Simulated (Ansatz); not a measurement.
A series of calculations on Ca

### Scan

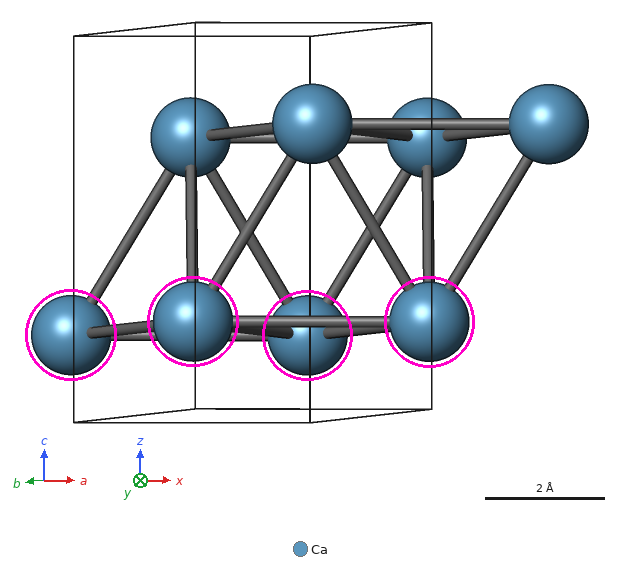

A scan of a crystal of Ca (P6_3/mmc): Ca1 (one in each cell of 2 atoms) is moved over the plane of the Cartesian directions x and z, all else fixed. The picture shows the reference cell. The ringed atoms are those of the scanned coordinate. Style: ball-and-stick. Shown: the cell of the calculation, repeated 2 × 2 × 1 with one cell outlined, nearly along the normal of the scanned plane.

Level of theory: DFT PBEsol, scalar-relativistic, plane waves, PAW in Ansatz 0.2.0. (plane-wave cutoff 420 eV; k-point mesh 12 × 12 × 8; occupations gaussian; smearing width 0.15 eV; no spin polarisation). Energies (free energies at the smearing named) are counted from the cell as listed in its source, which wasn't relaxed.

Input file:
```yaml
crystal:
  lattice:
    - [3.9799995206, 0.0, 0.0]
    - [-1.9899997603, 3.4467806919, 0.0]
    - [0.0, 0.0, 6.52]
  atoms:
    - { symbol: Ca, position: [0.3333333333, 0.6666666667, 0.25] }
    - { symbol: Ca, position: [0.6666666667, 0.3333333333, 0.75] }
basis:
  ecutwfc: 420
kpoints:
  mp_grid: { grid: [12, 12, 8] }
hamiltonian:
  xc: pbesol
scf:
  occupations: { method: gaussian, width: 0.15 }
output:
  forces: true
  stress: true
  eigenvalues: true
```

Command:
```bash
ansatz run input.yaml --threads 1 --pin off --max-ram 2560MiB --backend cpu --events-out ev --progress --plain --runs-dir out
```

Question: Give the energy at each point on a grid with rows −0.20, −0.10, 0.00, 0.10, 0.20 and columns −0.20, −0.10, 0.00, 0.10, 0.20 (displacement along x (Å); displacement along z (Å)).

Answer: Rows: displacement along x (Å); columns: displacement along z (Å); values in meV/cell.

```csv
,−0.20,−0.10,0.00,0.10,0.20
−0.20,33.7,13.7,7.0,13.7,33.7
−0.10,28.1,8.3,1.8,8.3,28.1
0.00,26.2,6.5,0.0,6.5,26.2
0.10,28.1,8.3,1.8,8.3,28.1
0.20,33.7,13.7,7.0,13.7,33.7
```

In pairs of (displacement along x (Å); displacement along z (Å)): the lowest computed point lies at (0.00, 0.00) (0.0 meV/cell), the highest at (−0.20, −0.20), (−0.20, 0.20), (0.20, 0.20), (0.20, −0.20) (33.7 meV/cell).  Over the ranges scanned the energy rises more along the second axis, the displacement along z.

As a map, interpolated between the computed points (dots):

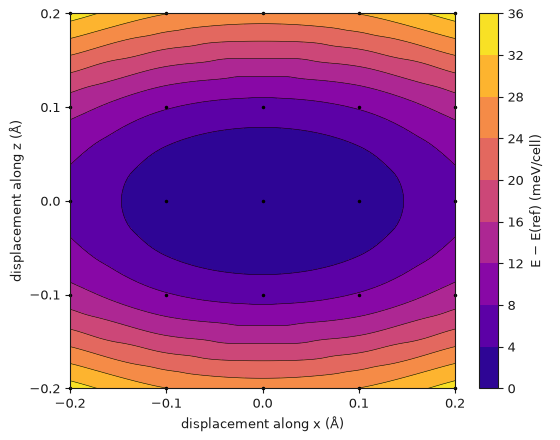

### Scan

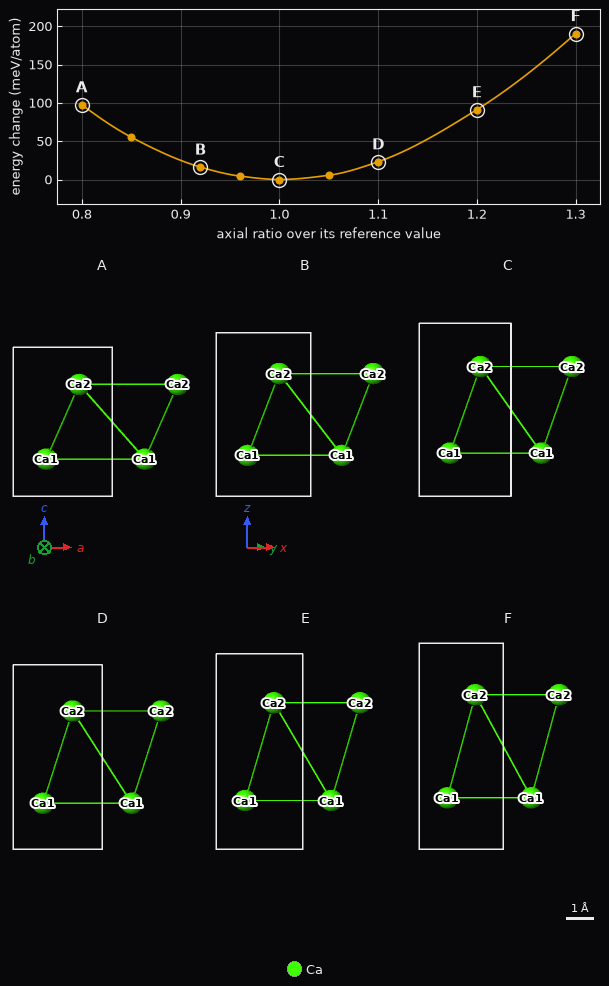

Crystalline Ca (P6_3/mmc): the ratio of the cell's length along z to its lengths across, counted as 1 for the reference, is changed at fixed volume (a c/a path), with the atoms kept at their fractional coordinates. x, y and z are the Cartesian axes of the input. The lettered frames are marked on the plot. Style: ball-and-stick. Shown: the cell of the calculation, repeated 2 × 1 × 1 with one cell outlined, along the b axis.

Level of theory: DFT PBEsol, scalar-relativistic, plane waves, PAW in Ansatz 0.2.0. (plane-wave cutoff 420 eV; k-point mesh 18 × 18 × 8; occupations gaussian; smearing width 0.15 eV; no spin polarisation). Energies (free energies at the smearing named) are counted from the cell as listed in its source, which wasn't relaxed.

What does the scan show?

The lowest computed point lies at the relative ratio 1.00 (0.0 meV/atom). The end points stand at 97.5 meV/atom (0.80) and 190.5 meV/atom (1.30). The unrelaxed reference is under a pressure of −1.4 GPa. The distortion keeps the space group P6_3/mmc. At the relative ratio 1.30 the cell of the drawing goes a 3.980 → 3.647 Å, b 3.980 → 3.647 Å, c 6.520 → 7.766 Å.

### Energy map

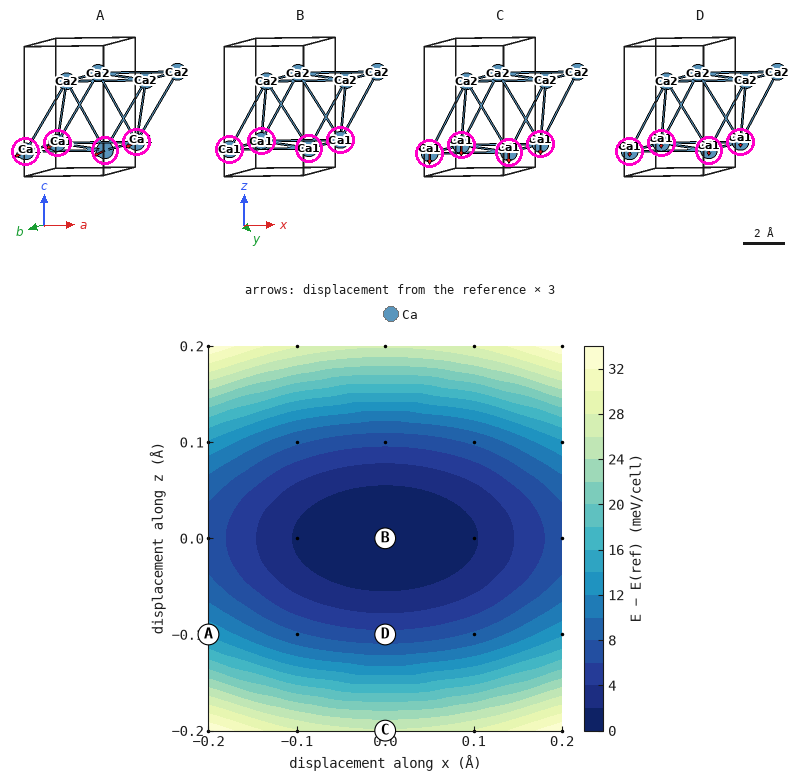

A scan of a crystal of Ca (P6_3/mmc): Ca1 (one in each cell of 2 atoms) is moved over the plane of the Cartesian directions x and z, all else fixed. The map is interpolated between the computed points (dots). The lettered frames are marked on it. The picture is a ball-and-stick view of the cell of the calculation, repeated 2 × 2 × 1 with one cell outlined, seen nearly along the normal of the scanned plane. The ringed atoms are those of the scanned coordinates. Red arrows: displacements from the reference.

Computed with DFT PBEsol, scalar-relativistic, plane waves, PAW in Ansatz 0.2.0. (plane-wave cutoff 420 eV; k-point mesh 12 × 12 × 8; occupations gaussian; smearing width 0.15 eV; no spin polarisation). Energies (free energies at the smearing named) are counted from the cell as listed in its source, which wasn't relaxed.

Describe the energy landscape.

In pairs of (displacement along x (Å); displacement along z (Å)): the lowest computed point lies at (0.00, 0.00) (0.0 meV/cell), the highest at (−0.20, −0.20), (−0.20, 0.20), (0.20, 0.20), (0.20, −0.20) (33.7 meV/cell).  Over the ranges scanned the energy rises more along the second axis, the displacement along z. The frames lie at A (−0.20, −0.10): 13.7 meV/cell, B (0.00, 0.00): 0.0 meV/cell, C (0.00, −0.20): 26.2 meV/cell, D (0.00, −0.10): 6.5 meV/cell.

The computed points:

Rows: displacement along x (Å); columns: displacement along z (Å); values in meV/cell.

```
       −0.20  −0.10  0.00  0.10  0.20
−0.20   33.7   13.7   7.0  13.7  33.7
−0.10   28.1    8.3   1.8   8.3  28.1
 0.00   26.2    6.5   0.0   6.5  26.2
 0.10   28.1    8.3   1.8   8.3  28.1
 0.20   33.7   13.7   7.0  13.7  33.7
```
